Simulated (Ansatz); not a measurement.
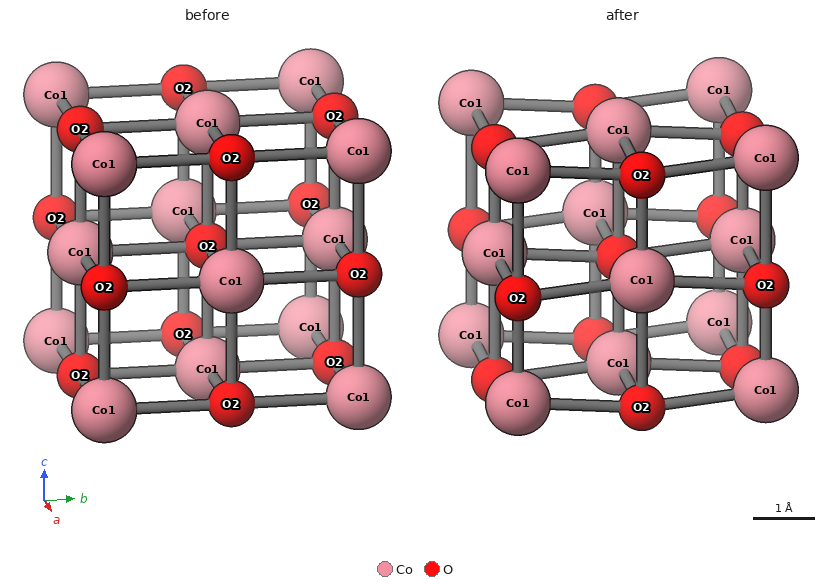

Left: solid CoO (set up in I4/mmm) in its unrelaxed database cell. Right: the same structure after one change, at the same scale. A ball-and-stick model of the conventional cell (4 times the calculation's cell), seen slightly off an axis. Lengths and directions refer to the drawn axes.

Level of theory: DFT PBE, scalar-relativistic, plane waves, PAW in Ansatz. Settings: plane-wave cutoff 420 eV; occupations gaussian; smearing width 0.1 eV; collinear spin. The k-mesh is chosen for each cell (20×20×20, 18×18×18).

Q: Which change leads from the left to the right?

A: The cell is strained by −5.6 % along c and −2.6 % across it (volume −10.4 %) and atoms are displaced by 0.09 Å relative to the cell: Co1 0.09 Å along +c, O2 0.09 Å along −c. No relaxation follows.

Q: How do the computed properties respond?

A: The energy rises by 150 meV per atom. (The two runs use different k-meshes.) Pressure: 0.0 GPa before, 27.6 GPa after. The principal stresses (compression positive) are 46.4 GPa along c and 18.2 GPa across it. The largest forces, 2.1 eV/Å, act on Co1 and O2; on O2 it points along +c. The forces point straight back along the displacements (cosine −1.00). The absolute magnetisation per cell goes from 2.94 to 2.41 μB (net moment 2.92 and 2.41 μB). Among the bonded contacts that change: Co–O 2.107 → 1.800 to 2.178 Å, Co–O 2.133 → 2.086 Å. The space group (tolerance 0.01 Å) goes from I4/mmm (No. 139) to I4mm (No. 107).
